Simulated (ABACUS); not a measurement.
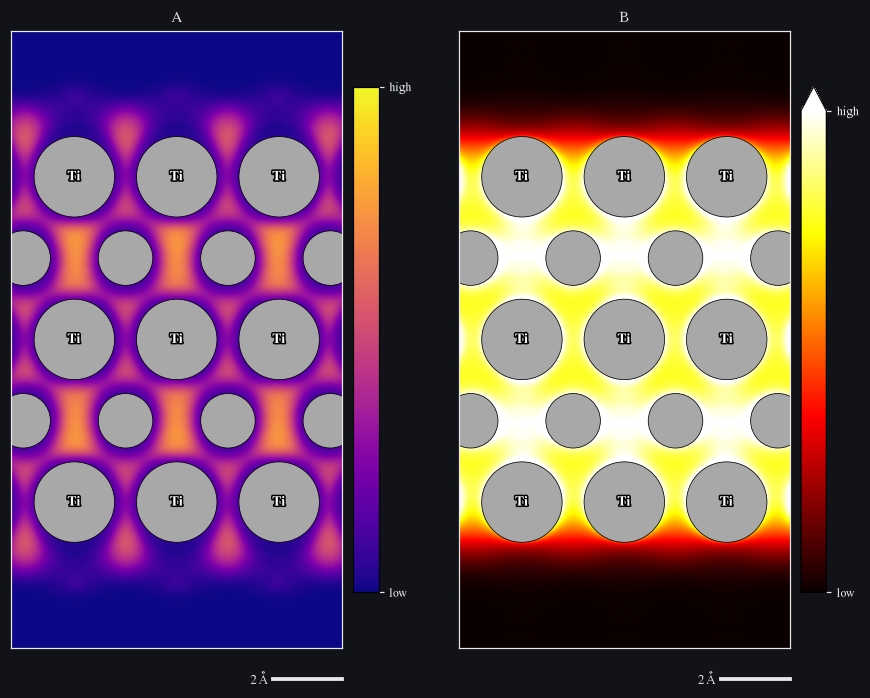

Ti (slab): 2 fields on the (100) plane of the calculation cell, a cut from vacuum to vacuum, with unlabelled colour scales. Grey discs cover the atomic cores.

Not relaxed (largest force 0.6 eV/Å).

Method: ABACUS 3.10.1, Kohn-Sham DFT of a periodic cell, PBE, SG15 ONCV 1.2 PBE.

### Which field does each panel show? The fields are: electron localisation function and valence pseudo-density.

Panel A: electron localisation function. Panel B: valence pseudo-density. From the grid: Ti–Ti (2.95 Å): ρ is about 0.18 e/Å³ halfway; the ELF is about 0.25 at the midpoint; no shared electron pair shows on this line.
